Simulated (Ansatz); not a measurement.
**Geometry relaxation of TiO₂ (part 2 of 2)**

TiO₂ (I4₁/amd, 6 atoms in the cell); DFT PBE, scalar-relativistic, plane waves, PAW, no spin polarisation (Ansatz 0.2.0); cutoff 420 eV, 10×10×10 k-mesh, Gaussian smearing of 0.02 eV. The structure derives from a Materials Project entry.

Geometry of the input (Å; fractional positions):
```
-1.8913  1.8913  4.8075
1.8913  -1.8913  4.8075
1.8913  1.8913  -4.8075
Ti 0.0000  0.0000  0.0000
Ti 0.7500  0.2500  0.5000
O  0.9572  0.4572  0.5000
O  0.2072  0.2072  -0.0000
O  0.5428  0.0428  0.5000
O  0.7928  0.7928  0.0000
```

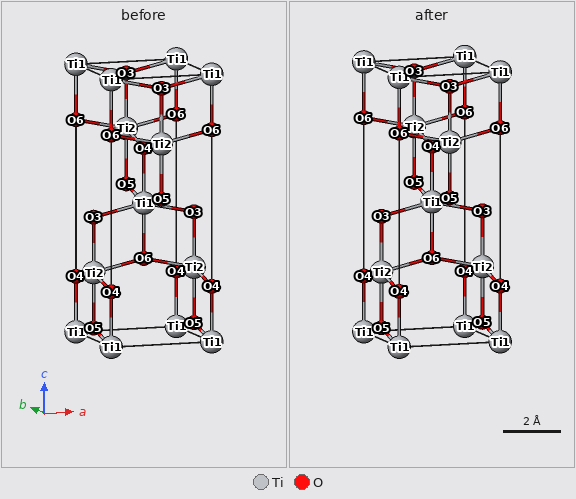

**Figure 1.** Before (left) and after (right) the relaxation, at one scale (ball-and-stick view of the cell 2 times as large as that of the calculation, set on its symmetry axes, seen slightly off an axis). The largest moves relative to the cell, 0.007 Å, are those of O3, O4, O5 and O6. Ti stays in place. Cell: a = b 3.783 → 3.799 Å (+0.4 %), c 9.615 → 9.698 Å (+0.9 %). Volume +1.8 %. Distances before and after: Ti1–O4 1.992 → 2.002 Å, Ti1–O3 1.936 → 1.946 Å. The space group stays I4_1/amd (No. 141). Over 3 geometry steps the energy falls by 2.0 meV per atom. Largest force component: 0.048 eV/Å at the start, 0.0012 eV/Å at the end. Pressure: 3.41 GPa at the start and 0.01 GPa at the end. 1 further SCF at an unchanged geometry re-selected the plane-wave basis for the new cell. The energy change given includes the shifts at the re-selections in mid-walk, which come without any move. A last SCF at the same geometry on a re-selected plane-wave basis shifts the energy by next to nothing (0.0 meV per atom). (Atoms are counted from 1 in the order of the input.)

```
basis re-selected at this cell: Δ(F+E_penalty+E_count) = -2.488e-4 eV, ΔP = +0.004 GPa vs the last step (what re-selecting the basis moved, of the pressure what is left beyond the Pulay correction that the steps carried, after the strain that the cell walked since its last selection, with what the two solves' SCF thresholds leave and, on support functions, any second-order correction that the steps lacked; it is no measure of the basis error at this ecutwfc). This SCF's stress stands 4.27e-2 GPa from its target on what of the cell is left free (relax.cell.stress_tol is 5.00e-2 GPa) and its largest allowed force component is 1.21e-3 eV/Å (relax.f_tol is 5.00e-3 eV/Å): within both
SCF converged after 6 iterations
Free energy (F): -7277.499881 eV
Harris-Foulkes:  -7277.499881 eV  (|F-HF|=2.46e-11)
Internal energy: -7277.499881 eV  (E = F + TS)
E sigma→0 (E₀):  -7277.499881 eV
Fermi energy:    8.031777 eV
--- Per-component energies (eV) ---
  E_band       = -471.277997
  E_kinetic    = 1244.866128
  E_local      = -3616.079410  (includes V_loc(G=0)·N_el)
  E_nonlocal   = 196.372323
  E_hartree    = 1401.054515
  E_xc         = -492.101567
  E_vxc        = -623.122974  (∫ρ·V_xc dr)
  E_paw        = -2721.733817  (= ΣΔE_a)
  E_vpaw       = -475.433290  (= ΣTr[D̂ρ^β])
  E_aug_tail   = 0.010155  (compensation charges beyond the density's cutoff)
  E_ewald      = -3289.888208
  E_smearing   = -0.000000  (= −TS)
  E_closure    = 0.000000  (closes the sum)
  Σ components = -7277.499881   (vs F -7277.499881, Δ=0.00e0)
--- Forces (eV/Å), atoms counted from 1 ---
  atom   1  Ti     0.00000000     0.00000000     0.00000000
  atom   2  Ti    -0.00000000    -0.00000000     0.00000000
  atom   3  O     -0.00000000     0.00000000     0.00121000
  atom   4  O      0.00000000     0.00000000     0.00121000
  atom   5  O      0.00000000    -0.00000000    -0.00121000
  atom   6  O     -0.00000000     0.00000000    -0.00121000
  max |Σ_I F_I| component: 7.59e-18 eV/Å
--- Stress (GPa, compression-positive) ---
       -0.006595      -0.000000       0.000000
       -0.000000      -0.006595      -0.000000
       -0.000000      -0.000000       0.042668
  P = ⅓ Tr σ = 0.0098 GPa (0.098 kbar)
--- Band table (eV; the first three rows and the last of 102) ---
  k-point 0: bands = ["-49.4288", "-49.3770", "-25.8692", "-25.6527", "-25.6527", "-25.5907", "-25.5907", "-25.5140", "-10.5818", "-9.5620", "-9.4885", "-9.1078", "3.0921", "3.1959", "3.1959", "3.5992", "4.9839", "4.9839", "5.0111", "6.1820", "6.1820", "6.1906", "6.5542", "6.5542", "9.0993", "9.7675", "10.9560", "10.9560", "10.9616", "10.9616"]
  k-point 1: bands = ["-49.4272", "-49.3779", "-25.8680", "-25.6692", "-25.6585", "-25.6000", "-25.5911", "-25.5112", "-10.4896", "-9.5073", "-9.4498", "-9.0839", "2.9968", "3.0803", "3.0863", "3.6136", "4.7909", "5.0728", "5.1208", "5.9631", "5.9821", "6.0955", "6.2370", "6.6691", "9.5077", "9.8301", "10.5330", "10.7377", "10.7945", "10.9070"]
  k-point 2: bands = ["-49.4225", "-49.3806", "-25.8649", "-25.7089", "-25.6730", "-25.6245", "-25.5900", "-25.5091", "-10.2351", "-9.3698", "-9.3436", "-9.0234", "2.6289", "2.8478", "3.0395", "3.7096", "4.3879", "4.8723", "5.0807", "5.3417", "5.4058", "5.8482", "6.3823", "6.7739", "9.8654", "10.0888", "10.2570", "10.5613", "10.6013", "11.0310"]
  k-point 101: bands = ["-49.4030", "-49.4030", "-25.6945", "-25.6945", "-25.6732", "-25.6732", "-25.5700", "-25.5700", "-10.0368", "-10.0368", "-9.3555", "-9.3555", "3.2735", "3.2735", "3.3445", "3.3445", "5.0053", "5.0053", "5.6446", "5.6446", "5.7408", "5.7408", "6.8728", "6.8728", "9.4226", "9.4226", "10.6839", "10.6839", "11.2432", "11.2432"]
--- Relaxed structure (4 steps of the walk, 4 accepted, 2 SCFs on fresh bases) ---
  F+E_penalty+E_count = -7277.49988148 eV   max|allowed force component| = 1.210e-3 eV/Å   (the final SCF, on the basis selected at the relaxed cell)
  cell:  # Å, volume = 69.9883 Å³
    - [-1.8995999942002522, 1.8995999942002522, 4.848873193759167]
    - [1.8995999942002522, -1.8995999942002522, 4.848873193759167]
    - [1.8995999942002522, 1.8995999942002522, -4.848873193759167]
  atoms:
    - { symbol: Ti, position: [-4.5104513351362185e-20, -4.5104513351362125e-20, -1.3325755187652035e-35] }
    - { symbol: Ti, position: [0.75, 0.24999999999999997, 0.49999999999999994] }
    - { symbol: O, position: [0.9564814581700518, 0.45648145817005176, 0.49999999999999994] }
    - { symbol: O, position: [0.2064814581700517, 0.2064814581700517, -1.610556709430503e-35] }
    - { symbol: O, position: [0.5435185418299483, 0.04351854182994832, 0.5] }
    - { symbol: O, position: [0.7935185418299483, 0.7935185418299483, -1.756446193869778e-34] }
```

## Trajectory as extended XYZ (Å, eV, eV/Å), 6 frames, from step=1 to step=6
```
6
Lattice="-1.8913 1.8913 4.8075 1.8913 -1.8913 4.8075 1.8913 1.8913 -4.8075" Properties=species:S:1:pos:R:3:forces:R:3 step=1 energy=-7277.48781 pressure_GPa=3.41
Ti    0.0000    0.0000    0.0000    0.0000   0.0000   0.0000
Ti    0.0000    1.8913    2.4038    0.0000   0.0000   0.0000
O     0.0000    1.8913    4.3955    0.0000   0.0000   0.0481
O     0.0000    0.0000    1.9918    0.0000   0.0000   0.0481
O     0.0000    1.8913    0.4120    0.0000   0.0000  -0.0481
O     0.0000    0.0000    7.6232    0.0000   0.0000  -0.0481
6
Lattice="-1.8974 1.8974 4.8313 1.8974 -1.8974 4.8313 1.8974 1.8974 -4.8313" Properties=species:S:1:pos:R:3:forces:R:3 step=2 energy=-7277.49501 pressure_GPa=0.98
Ti    0.0000    0.0000    0.0000    0.0000   0.0000   0.0000
Ti    0.0000    1.8974    2.4157    0.0000   0.0000   0.0000
O     0.0000    1.8974    4.4144    0.0000   0.0000   0.0081
O     0.0000    0.0000    1.9988    0.0000   0.0000   0.0081
O     0.0000    1.8974    0.4169    0.0000   0.0000  -0.0081
O     0.0000    0.0000    7.6639    0.0000   0.0000  -0.0081
6
Lattice="-1.8998 1.8998 4.8429 1.8998 -1.8998 4.8429 1.8998 1.8998 -4.8429" Properties=species:S:1:pos:R:3:forces:R:3 step=3 energy=-7277.49463 pressure_GPa=0.01
Ti    0.0000    0.0000    0.0000    0.0000   0.0000   0.0000
Ti    0.0000    1.8998    2.4214    0.0000   0.0000   0.0000
O     0.0000    1.8998    4.4230    0.0000   0.0000  -0.0026
O     0.0000    0.0000    2.0016    0.0000   0.0000  -0.0026
O     0.0000    1.8998    0.4198    0.0000   0.0000   0.0026
O     0.0000    0.0000    7.6842    0.0000   0.0000   0.0026
6
Lattice="-1.8998 1.8998 4.8429 1.8998 -1.8998 4.8429 1.8998 1.8998 -4.8429" Properties=species:S:1:pos:R:3:forces:R:3 step=4 energy=-7277.49987 pressure_GPa=0.15
Ti    0.0000    0.0000    0.0000    0.0000   0.0000   0.0000
Ti    0.0000    1.8998    2.4214    0.0000   0.0000   0.0000
O     0.0000    1.8998    4.4230    0.0000   0.0000  -0.0025
O     0.0000    0.0000    2.0016    0.0000   0.0000  -0.0025
O     0.0000    1.8998    0.4198    0.0000   0.0000   0.0025
O     0.0000    0.0000    7.6842    0.0000   0.0000   0.0025
6
Lattice="-1.8996 1.8996 4.8489 1.8996 -1.8996 4.8489 1.8996 1.8996 -4.8489" Properties=species:S:1:pos:R:3:forces:R:3 step=5 energy=-7277.49963 pressure_GPa=0.01
Ti    0.0000    0.0000    0.0000    0.0000   0.0000   0.0000
Ti    0.0000    1.8996    2.4244    0.0000   0.0000   0.0000
O     0.0000    1.8996    4.4268    0.0000   0.0000   0.0012
O     0.0000    0.0000    2.0024    0.0000   0.0000   0.0012
O     0.0000    1.8996    0.4220    0.0000   0.0000  -0.0012
O     0.0000    0.0000    7.6953    0.0000   0.0000  -0.0012
6
Lattice="-1.8996 1.8996 4.8489 1.8996 -1.8996 4.8489 1.8996 1.8996 -4.8489" Properties=species:S:1:pos:R:3:forces:R:3 step=6 energy=-7277.49988 pressure_GPa=0.01
Ti    0.0000    0.0000    0.0000    0.0000   0.0000   0.0000
Ti    0.0000    1.8996    2.4244    0.0000   0.0000   0.0000
O     0.0000    1.8996    4.4268    0.0000   0.0000   0.0012
O     0.0000    0.0000    2.0024    0.0000   0.0000   0.0012
O     0.0000    1.8996    0.4220    0.0000   0.0000  -0.0012
O     0.0000    0.0000    7.6953    0.0000   0.0000  -0.0012
```

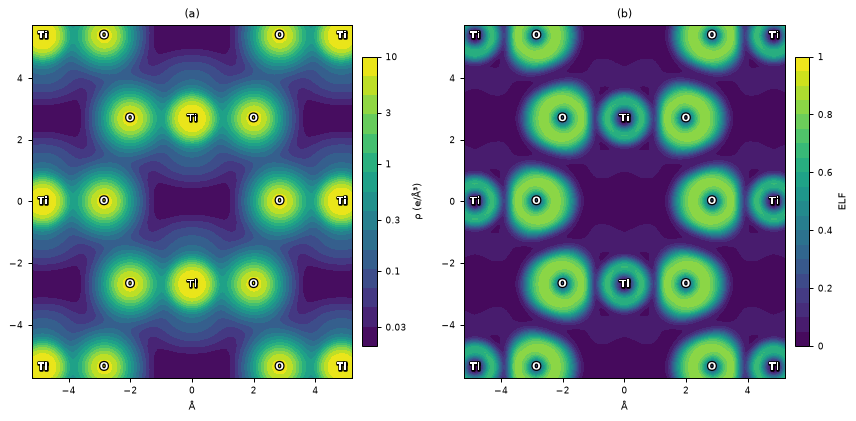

**Figure 2.** (a) valence pseudo-density; (b) electron localisation function on the (110) plane of the conventional cell. Atoms in the plane: Ti and O. Ti–O (2.00 Å): ρ is about 0.64 e/Å³ halfway; the ELF is about 0.20 at the midpoint. Away from the nuclei the density in this plane falls to 0.02 e/Å³ at its lowest. The strong features right at Ti lie inside the PAW spheres (semicore, d or f shells) and say nothing about bonding. In a PAW calculation such maps are meaningful between the atoms, not at the nuclei.

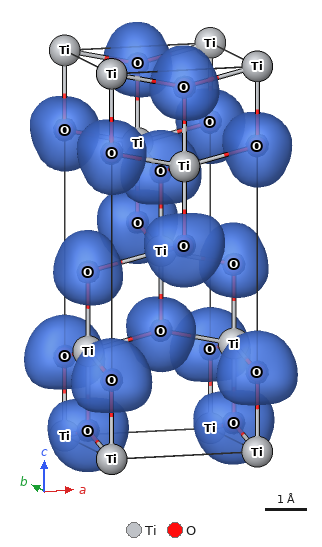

**Figure 3.** Isosurface of the ELF at 0.6 (blue), seen slightly off an axis. Core shells and regions of very low density are left out. Sticks mark near contacts. The outline is the cell set on symmetry axes. Profiles from the grid: Ti–O (1.95 Å): the ELF is about 0.20 at the midpoint. Ti–O (2.00 Å): the ELF is about 0.20 at the midpoint.

## Key numbers

```csv
quantity,value
outcome,converged
space group (tolerance 0.01 Å),I4₁/amd (141)
electrons treated,48
free energy,−7277.4999 eV
Fermi energy,8.032 eV
gap on the k-point mesh,2.14 eV
pressure,0.01 GPa
final volume,69.99 Å³
largest force (length of the vector) at the end,0.001 eV/Å
final cell,"a = 5.543 Å, b = 5.543 Å, c = 5.543 Å, α = 139.92°, β = 139.92°, γ = 57.98°"
hardware,"8 threads of Arm Neoverse V1, 24 GiB of memory available, shared host"
wall time,14 s (CPU time 1.8 min)
peak memory,0.6 GiB
```
